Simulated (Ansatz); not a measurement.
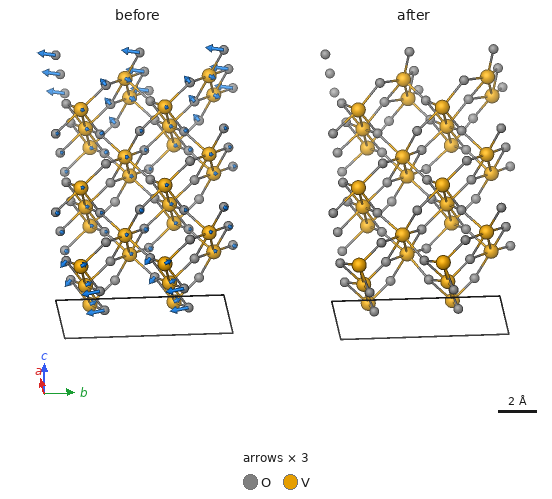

The structure of a slab of composition VO$_{2}$ (cut from the P4_2/mnm phase) before (left) and after (right) a relaxation, at one scale. The blue arrows give the displacements, 3 times their true length.

The picture is a ball-and-stick view of the 2 × 2 repeat of the cell, outlined in the plane, without the vacuum (origin shifted), seen from a free direction.

Case: (1 0 0) slab, atoms relaxed. The slab is the (1 0 0) face of VO2.

Computed with DFT PBEsol, scalar-relativistic, plane waves, PAW (Ansatz 0.2.0). Set-up: plane-wave cutoff 420 eV; k-point mesh 12 × 8 × 1; occupations gaussian; smearing width 0.1 eV; collinear spin; dipole correction; atoms relaxed in a fixed cell; force threshold 0.02 eV/Å; at most 60 steps.

> Summarise the run.

Over 4 accepted moves (6 points after the start) the energy falls by 1.614 eV per cell of the calculation. Largest force component: 4.1 eV/Å at the start, 0.014 eV/Å at the end. The line search rejected the trial step at point 3 of the run. 1 step only repeated the SCF at the same geometry. The largest moves relative to the layer's centre, 0.35 Å, are those of O atoms. Largest moves by element: O 0.35 Å, V 0.14 Å. The cell stays as it was. Among the contacts that change: O–V 1.918 → 1.738 Å, O–V 1.904 → 1.800 Å, O–V 1.904 → 1.986 Å, O–V 1.918 → 1.965 Å. Bond angles that change, for instance: V–O–V 94.7° → 102.2°, V–O–V 94.7° → 89.8°, V–O–V 94.7° → 92.2°.
